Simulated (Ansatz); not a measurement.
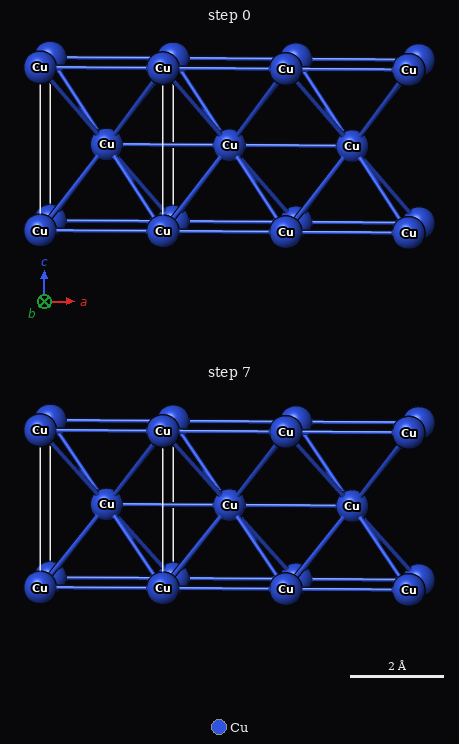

The structure of crystalline Cu (set up in I4/mmm) before (top) and after (bottom) a relaxation, at one scale.

A ball-and-stick model of the cell of the calculation, repeated 3 × 1 × 1 with one cell outlined, seen from a free direction.

Case: biaxial strain in the a-b plane of +4.0 %; c and atoms relaxed.

These are results of DFT PBE, scalar-relativistic, plane waves, PAW (Ansatz), not measurements. Set-up: plane-wave cutoff 420 eV; k-point mesh 20 × 20 × 14; occupations gaussian; smearing width 0.1 eV; no spin polarisation; cell relaxed at fixed a, b, gamma; force threshold 0.008 eV/Å; at most 40 steps.

**Describe what moved and what it gained.**

No atom moves by more than 0.005 Å relative to the cell. The drawn cell changes as follows: a = b unchanged at 2.669 Å, c 3.543 → 3.416 Å (−3.6 %); the volume changes by −3.6 %. Near-neighbour distances that change, for instance: Cu–Cu 2.588 → 2.545 Å. The space group stays I4/mmm (No. 139). The energy falls by 14.7 meV per cell of the calculation in 5 accepted moves (7 points after the start). All forces vanish by symmetry, so only the cell relaxes. Pressure: −6.60 GPa at the start and −2.22 GPa at the end. The SCF was repeated twice at an unchanged geometry on a basis and grid sized afresh for the cell, which shifted the energy by 0.8 meV per cell of the calculation at most.
